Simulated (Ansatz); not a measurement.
# SrAgCl3 (model cell, started as cubic perovskite with Sr in the octahedra): following an unstable mode, part 3 of 3

Aim: this structure of SrAgCl3 (model cell, started as cubic perovskite with Sr in the octahedra) is to be tested for unstable modes, and one is followed downhill.

Ansatz 0.2.0; DFT PBEsol, scalar-relativistic, plane waves, PAW; PAW set soft_1.

So far. Step 5 (Energy along the mode, all amplitudes (two of the runs …): The lowest of the steps tried is the last one, at 0.6 Å, 80.8 meV/atom below the parent; the bottom of the well need not coincide with a step. Step 7 (The new phase in its own primitive cell): The largest force component left is 0.26 meV/Å and the pressure is -0.007 GPa, within the tolerances set. The cell now holds 29.56 Å³/atom. The relaxed cell has a = 7.468, c = 10.603 Å (conventional setting).

The structure was built from a prototype and need not be the compound's stable phase.

## Step 8: Modes of the new phase

A relaxed structure may still be a saddle point, so its zone-centre modes are computed. The response to a homogeneous field gives the Born charges and the dielectric tensor.

File input.yaml:

```yaml
crystal:
  lattice:
    - [-3.733920039, 3.733920039, 5.3013058266]
    - [3.733920039, -3.733920039, 5.3013058266]
    - [3.733920039, 3.733920039, -5.3013058266]
  atoms:
    - { symbol: Ag, position: [0.75, 0.25, 0.5] }
    - { symbol: Ag, position: [0.25, 0.75, 0.5] }
    - { symbol: Sr, position: [0.0, 0.0, 0.0] }
    - { symbol: Sr, position: [0.5, 0.5, 0.0] }
    - { symbol: Cl, position: [0.6483096247, 0.1483096247, 0.7966192494] }
    - { symbol: Cl, position: [0.3516903753, 0.8516903753, 0.2033807506] }
    - { symbol: Cl, position: [0.25, 0.25, 0.0] }
    - { symbol: Cl, position: [0.75, 0.75, 0.0] }
    - { symbol: Cl, position: [0.1483096247, 0.3516903753, 0.5] }
    - { symbol: Cl, position: [0.8516903753, 0.6483096247, 0.5] }
kpoints:
  mp_grid: { grid: [6, 6, 6] }
hamiltonian:
  xc: pbesol
  pseudopotentials: { kind: paw, azcp: { folder: soft_1 }, xc_functional: pbe }
scf:
  occupations: { method: fixed }
output:
  eigenvalues: true
phonons:
  method: dfpt
  dielectric: true
  rigid_motions: translations
```

Started as:

```console
ansatz run input.yaml --threads 4 --pin off --max-ram 16384MiB --backend cpu --events-out ev --progress --plain --runs-dir out
```

Numbers of over 12 decimals in the logs are rounded to 6 here.

The program printed:

```text
[...]
Crystal: 10 atoms, lattice volume = 295.647 Å³
Basis set: ecut = 420 eV, 5801 PW (Γ), exchange–correlation on 108×108×108 points (8 copies of the dense FFT grid, shifted against one another)
Bands: 60, of which v1, the nominal top of the filled ones, is band 50 counted from 1 (49 counted from 0)
Symmetry: 16 space group operations
k-points: 112 of 216 (irreducible under 1 space group operation, time reversal used)
[...]
SCF iter   1: F=—  HF=-28412.112393 eV  |F-HF|=—  |Δ(HF+E_count)|=         —  Δρ=5.03e-2  dr2=1.25e1  ethr=3.10e-3  ⟨swp⟩=5.6  Hψ=30215  notcnv=0  defer=893
[...]
SCF iter  13: F=-28407.419155 eV  HF=-28407.419155 eV  |F-HF|=0.00e0  |Δ(HF+E_count)|=  2.58e-10  Δρ=9.89e-8  dr2=3.36e-11  ethr=1.00e-12  ⟨swp⟩=21.6  Hψ=58804  notcnv=0
SCF 1 converged in 13 iterations: F = -28407.419155 eV  dr2 = 3.36e-11
[...]
NSCF: frozen V_eff on 4 k-points
DFPT response loops at Γ: preconditioner auto → Resta (q_TF=auto, 2.277 Å⁻¹)  ε∞=5.5 (no band partly filled); β = 1.00, the filter's whole step (`scf.mixing.beta` (0.50) is not read by the response loops at its default; to damp them type it under 1.00, their step now; it binds the ground state too); Broyden in place of MSR1
── the response to a field inside a basis, on 6×6×6 k-points: an SCF that follows is theirs, and a resumed run solves both again ──
Bands: 51, of which v1, the nominal top of the filled ones, is band 50 counted from 1 (49 counted from 0)
k-points: 28 of 216
[...]
Eigensolver: Dense (28 Hₖ)
SCF iter   1: F=—  HF=-28407.064901 eV  |F-HF|=—  |Δ(HF+E_count)|=         —  Δρ=5.62e-4  dr2=3.47e-4  ethr=1.00e-1
[...]
SCF iter   6: F=-28407.064987 eV  HF=-28407.064986 eV  |F-HF|=1.65e-8  |Δ(HF+E_count)|=   3.62e-7  Δρ=1.57e-6  dr2=1.27e-8  ethr=1.77e-10
SCF 1 converged in 6 iterations: F = -28407.064987 eV  dr2 = 1.27e-8
[...]
SCF converged after 13 iterations
Free energy (F): -28407.419155 eV
[...]
Internal energy: -28407.419155 eV  (E = F + TS)
E sigma→0 (E₀):  -28407.419155 eV
Fermi energy:    2.740763 eV
[...]
--- Band table (eV; the first three rows and the last of 112) ---
  k-point 0: bands = [... 46 lower, 2.5342, 2.5342, 2.7284, 2.7284, 4.7239, 6.2108, 8.6738, 8.6738, ... 6 higher]
  k-point 1: bands = [... 46 lower, 2.4747, 2.5269, 2.6124, 2.6728, 4.9796, 6.2756, 8.6507, 8.8252, ... 6 higher]
  k-point 2: bands = [... 46 lower, 2.2956, 2.4821, 2.5285, 2.5444, 5.5107, 6.4471, 8.4949, 8.6259, ... 6 higher]
  k-point 111: bands = [... 46 lower, 2.3211, 2.3211, 2.7408, 2.7408, 5.6280, 6.4256, 8.7858, 8.7858, ... 6 higher]
--- Phonons (Γ-DFPT): 8 representative perturbations + reference, on 112 of 216 k-points (Σ response iterations 30) ---
  k mesh reduced under 1 symmetry operation, with k and −k counted as one. Each operation leaves every solved perturbation unchanged. A smaller set is not considered because the run solves the response to a homogeneous field
  ASR residual: 2.052e-4 → 0.000e0 eV/Å²; symmetrization residual: 1.597e-5 eV/Å²
  ASR residual per site (eV/Å²): 5.57e-5 5.57e-5 2.05e-4 2.05e-4 4.32e-5 4.32e-5 4.72e-5 4.72e-5 4.32e-5 4.32e-5
  Γ frequencies (cm⁻¹): -127.90 -127.90 -94.70 -88.83 -88.83 -77.20 -77.20 -49.63 -28.97 -17.15 -17.15 0.00 0.00 0.00 55.11 55.11 66.27 66.27 71.11 136.26 136.26 190.64 191.40 198.17 204.06 207.76 216.68 216.68 323.64 341.84
  ε∞ (high-frequency dielectric tensor):
        3.142378    -0.000000    -0.000000
       -0.000000     3.142378    -0.000000
       -0.000000    -0.000000     3.655592
  softest optical mode at Γ: -127.90 cm⁻¹; the repairs (sum rule, projections) moved no ω² at Γ by more than (2.09 cm⁻¹)²
  Born effective charges Z* (e; rows j = field, columns β = displacement):
    site 0:
         1.25293    0.00000   -0.00000
        -0.00000    1.25293    0.00000
         0.00000   -0.00000    2.06498
    site 1:
         1.25293    0.00000   -0.00000
        -0.00000    1.25293   -0.00000
        -0.00000   -0.00000    2.06498
    site 2:
         2.37711    0.11068   -0.00000
        -0.11068    2.37711   -0.00000
         0.00000   -0.00000    2.51711
    site 3:
         2.37711   -0.11068   -0.00000
         0.11068    2.37711    0.00000
        -0.00000   -0.00000    2.51711
    site 4:
        -1.31527    0.24031    0.00000
         0.24031   -1.31527    0.00000
        -0.00000   -0.00000   -1.25615
    site 5:
        -1.31527    0.24031    0.00000
         0.24031   -1.31527    0.00000
        -0.00000    0.00000   -1.25615
    site 6:
        -0.99950    0.00000   -0.00000
        -0.00000   -0.99950   -0.00000
         0.00000    0.00000   -2.06978
    site 7:
        -0.99950    0.00000    0.00000
        -0.00000   -0.99950   -0.00000
         0.00000    0.00000   -2.06978
    site 8:
        -1.31527   -0.24031   -0.00000
        -0.24031   -1.31527    0.00000
        -0.00000   -0.00000   -1.25615
    site 9:
        -1.31527   -0.24031   -0.00000
        -0.24031   -1.31527   -0.00000
        -0.00000    0.00000   -1.25615
  Z* charge neutrality: 8.178e-3 e pre-enforcement
  solved inside a basis spanned on kpoints, on 6×6×6 k-points, its susceptibility summed on 8×8×8: ε∞ is read to err by 1.2e-2, Z* by 3.2e-2 e (field_mesh: kpoints solves on kpoints); Z* is corrected for what the basis lacks
  optical modes at Γ without the LO–TO term, one row a degenerate level:
      ω (cm⁻¹)  modes    IR ((D/Å)²/amu)
       -127.90      2             0.0000
        -94.70      1             5.4413
        -88.83      2             5.0022
        -77.20      2             0.0000
        -49.63      1             0.0000
        -28.97      1             0.0000
        -17.15      2             1.0236
[...]
optical modes at Γ + LO–TO along q̂ = [1.0000, 0.0000, 0.0000]:
      ω (cm⁻¹)  modes    IR ((D/Å)²/amu)
[...]
optical modes at Γ + LO–TO along q̂ = [0.0000, 1.0000, 0.0000]:
      ω (cm⁻¹)  modes    IR ((D/Å)²/amu)
[...]
optical modes at Γ + LO–TO along q̂ = [0.0000, 0.0000, 1.0000]:
      ω (cm⁻¹)  modes    IR ((D/Å)²/amu)
[...]
55.11      2             1.3836
         66.27      2             0.0000
         93.94      1             2.7990
        136.26      2             2.4453
        190.64      1             0.0000
        191.40      1             0.0000
        198.17      1             0.0000
        204.06      1             0.0000
        207.76      1             0.0000
        216.68      2             9.3605
        323.64      1             0.0000
        367.40      1             9.9728
```

Wall time 16 min (4 threads of Arm Neoverse V1, shared host); peak memory 7 GiB.

Numbers from this step:

- sum-rule residual before enforcement: 2.05e-4 eV/Å²
- miss of the charge sum rule: 0.008178 e
- estimated error of the dielectric tensor: 0.01153
- estimated error of the Born charges: 0.03199 e
- point group: 4/mmm
- highest optical mode at the zone centre (no LO-TO term): 341.8 cm⁻¹
- lowest optical zone-centre mode: -127.9 cm⁻¹
- mean high-frequency dielectric constant: 3.313
- largest Born charge (third of the trace): 2.424 e
- top of the zone-centre spectrum with the field: 367.4 cm⁻¹

Without the LO-TO term. Patterns of degenerate modes are one choice out of their space. The modes at Γ (shares of kinetic energy by element, %) (negative means imaginary):

```tsv
mode	frequency (cm⁻¹)	symmetry	Ag %	Sr %	Cl %
1	-127.9	Eg	5	0	95
2	-127.9	Eg	5	0	95
3	-94.7	A2u	53	2	45
4	-88.8	Eu	12	3	85
5	-88.8	Eu	12	3	85
6	-77.2	Eg	46	0	54
7	-77.2	Eg	46	0	54
8	-49.6	B2g	100	0	0
9	-29.0	B1u	0	0	100
10	-17.1	Eu	46	15	39
11	-17.1	Eu	46	15	39
12	0.0	acoustic	36	29	35
13	0.0	acoustic	36	29	35
14	0.0	acoustic	36	29	35
15	55.1	Eu	5	47	48
16	55.1	Eu	5	47	48
17	66.3	Eg	49	0	51
18	66.3	Eg	49	0	51
19	71.1	A2u	12	43	45
20	136.3	Eu	1	83	16
21	136.3	Eu	1	83	16
22	190.6	B1g	0	0	100
23	191.4	A1g	0	0	100
24	198.2	B2g	0	0	100
25	204.1	A1u	0	100	0
26	207.8	A2g	0	0	100
27	216.7	Eu	0	22	78
28	216.7	Eu	0	22	78
29	323.6	A2g	0	0	100
30	341.8	A2u	0	26	74
```

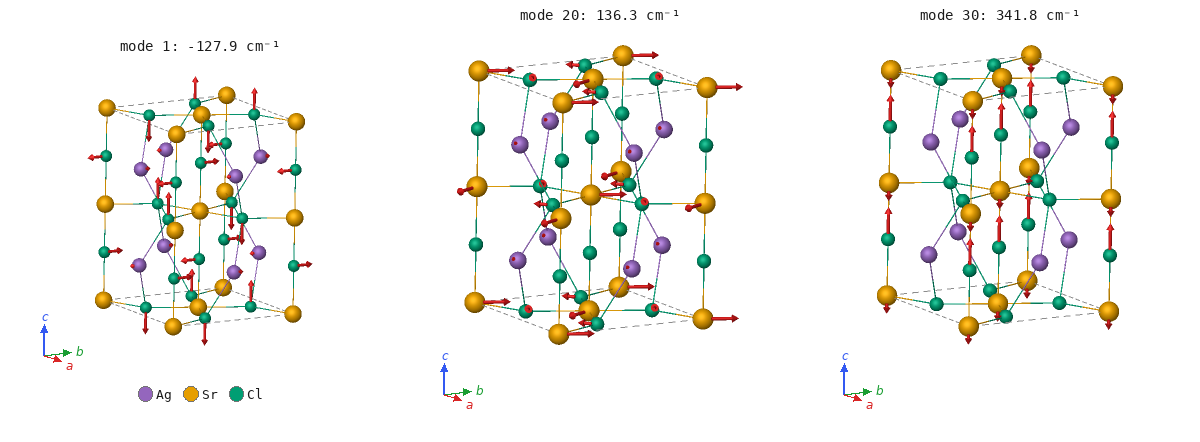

Displacement patterns of modes 1, 20 and 30 at Γ; arrows are exaggerated. Some periodic images of atoms are drawn too.

Optical modes at the zone centre, without and with the macroscopic field of the longitudinal modes; each column is sorted by frequency, so a row need not hold one and the same mode. Modes with and without the field, by row:

```tsv
rank among optical modes	no field (cm⁻¹)	q along (1, 0, 0) (cm⁻¹)	q along (0, 0, 1) (cm⁻¹)
1	-127.9	-127.9	-127.9
2	-127.9	-127.9	-127.9
3	-94.7	-94.7	-88.8
4	-88.8	-88.8	-88.8
5	-88.8	-77.2	-77.2
6	-77.2	-77.2	-77.2
7	-77.2	-68.6	-49.6
8	-49.6	-49.6	-39.6
9	-29	-29	-29
10	-17.1	-17.1	-17.1
11	-17.1	23.9	-17.1
12	55.1	55.1	55.1
13	55.1	66.3	55.1
14	66.3	66.3	66.3
15	66.3	70.9	66.3
16	71.1	71.1	93.9
17	136.3	136.3	136.3
18	136.3	145.5	136.3
19	190.6	190.6	190.6
20	191.4	191.4	191.4
21	198.2	198.2	198.2
22	204.1	204.1	204.1
23	207.8	207.8	207.8
24	216.7	216.7	216.7
25	216.7	245.7	216.7
26	323.6	323.6	323.6
27	341.8	341.8	367.4
```

Born charge (rows field, columns displacement) (e), principal values of the symmetric part by kind of site:

```tsv
atom	atoms with these values	low	middle	high	mean
Ag1	2	1.25	1.25	2.06	1.52
Sr3	2	2.38	2.38	2.52	2.42
Cl5	4	-1.56	-1.26	-1.07	-1.30
Cl7	2	-2.07	-1.00	-1.00	-1.36
```

In full for Cl5:

```
-1.32  0.24  0.00
 0.24 -1.32  0.00
 0.00  0.00 -1.26
```

High-frequency dielectric tensor:

```
3.14 0.00 0.00
0.00 3.14 0.00
0.00 0.00 3.66
```

Transverse modes; imaginary modes are left out. Infrared lines, with heights relative to the strongest:

```tsv
position (cm⁻¹)	lines merged	relative intensity
55	1	15
66	1	0.0
71	1	11
136	1	26
191	2	0.0
198	1	0.0
204	1	0.0
208	1	0.0
217	1	100
324	1	0.0
342	1	89
```

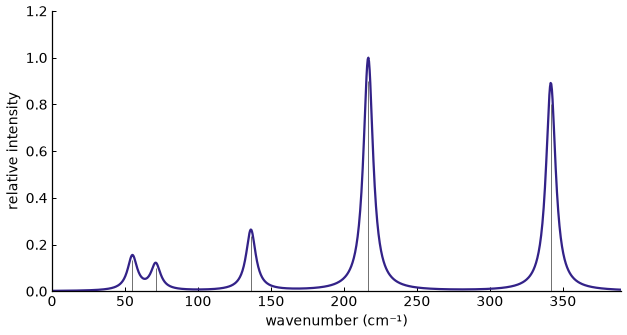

The infrared spectrum, broadened with Lorentzians of width 8 cm⁻¹; bars mark the lines.

Before it was imposed, the acoustic sum rule was missed by 2.1e-4 eV/Å² and the charge sum rule by 0.0082 e. Small misses are needed for a sound result but don't prove that mesh and cutoff are converged. The lowest optical mode is imaginary, 127.9i cm⁻¹, so the energy falls along it.

## Step 9: Results

```
unstable mode of the parent                                                      : q = (-0.5, -0.5, -0.5), 103i cm⁻¹
depth at the lowest point sampled                                                : 80.8 meV/atom
largest atomic shift at that point                                               : 0.6 Å
space group reached (within 0.01 Å)                                              : I4/mcm
energy gained over the parent (first relaxation, on the mesh of the frozen mode) : 193 meV/atom
volume per atom, phase reached                                                   : 29.6 Å³
gap on the k-mesh, phase reached                                                 : 1.98 eV
lowest optical zone-centre mode, phase reached                                   : -128 cm⁻¹
highest optical mode at the zone centre (no LO-TO term), phase reached           : 342 cm⁻¹
```

What this shows: Along this mode the structure falls into I4/mcm, 193 meV/atom below the parent. At the parent's cell the well is 80.76 meV/atom deep on the steps tried, with its lowest point at a shift of 0.6 Å. That is the last step tried, so the steps alone don't bracket the bottom of the well. Relaxing atoms and cell changes the gain by +112.72 meV/atom against the lowest step (energies at zero smearing). The new phase still has an imaginary mode at the zone centre of its cell, so it is a saddle point on the way to a lower structure. Of the 4 patterns followed to their end from this parent, this one ends 248 meV/atom above the lowest, R-3c. Another end point lies within 1 meV/atom; how such a difference moves with mesh and cutoff was not tested. Each path keeps the symmetry of its pattern, so a lower phase may lie along a pattern not tried. The PAW files were made for PBE and serve the other functionals too. The starting cell was built on a prototype and not taken from a measurement, so the phase need not exist.

[Logs are printed without paths, hosts, clocks, repeated set-up lines and the standing remarks that a program may print on its own settings, such as how far it seeks lower states.]

[Hosts, paths, dates, database ids (printed as entryN), source tags and the programs' standing remarks are cut or masked in the printed files.]
